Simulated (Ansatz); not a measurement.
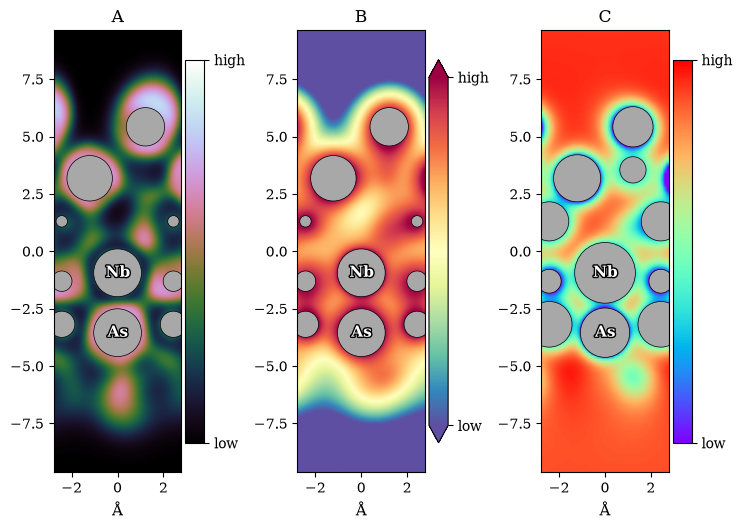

NbAs (slab): 3 fields on the (010) plane of the calculation cell, a cut from vacuum to vacuum, with unlabelled colour scales. Grey discs cover the atomic cores.

Not relaxed (largest force 1.8 eV/Å).

Method: Ansatz 0.2.0, DFT PBEsol, scalar-relativistic, plane waves, PAW.

```yaml
crystal:
  lattice:
    - [4.86391, 0.00000, 0.00000]
    - [0.00000, 6.28604, 0.00000]
    - [0.00000, 0.00000, 25.84741]
  atoms:
    - { symbol: Nb, position: [0.50000, 0.57698, 0.29016] }
    - { symbol: Nb, position: [0.75000, 0.07698, 0.29016] }
    - { symbol: As, position: [0.50000, 0.86523, 0.36279] }
    - { symbol: As, position: [0.75000, 0.36523, 0.36279] }
    - { symbol: Nb, position: [0.00000, 0.72665, 0.37693] }
    - { symbol: Nb, position: [0.25000, 0.22665, 0.37693] }
    - { symbol: As, position: [0.00000, 0.01491, 0.44955] }
    - { symbol: As, position: [0.25000, 0.51491, 0.44955] }
    - { symbol: Nb, position: [0.50000, 0.87633, 0.46369] }
    - { symbol: Nb, position: [0.75000, 0.37633, 0.46369] }
    - { symbol: As, position: [0.50000, 0.16459, 0.53631] }
    - { symbol: As, position: [0.75000, 0.66459, 0.53631] }
    - { symbol: Nb, position: [0.00000, 0.02601, 0.55045] }
    - { symbol: Nb, position: [0.25000, 0.52601, 0.55045] }
    - { symbol: As, position: [0.00000, 0.31427, 0.62307] }
    - { symbol: As, position: [0.25000, 0.81427, 0.62307] }
    - { symbol: Nb, position: [0.50000, 0.17569, 0.63721] }
    - { symbol: Nb, position: [0.75000, 0.67569, 0.63721] }
    - { symbol: As, position: [0.50000, 0.46395, 0.70984] }
    - { symbol: As, position: [0.75000, 0.96395, 0.70984] }
```

Question: Which field does each panel show? The fields are: electron localisation function, electrostatic potential energy of an electron and valence pseudo-density.

Answer: Panel A: electron localisation function. Panel B: valence pseudo-density. Panel C: electrostatic potential energy of an electron (low next to the atoms, rising into the space between them). From the grid: Nb–As (2.61 Å): the density is about 0.41 e/Å³ at the midpoint; the ELF is about 0.40 at the midpoint.
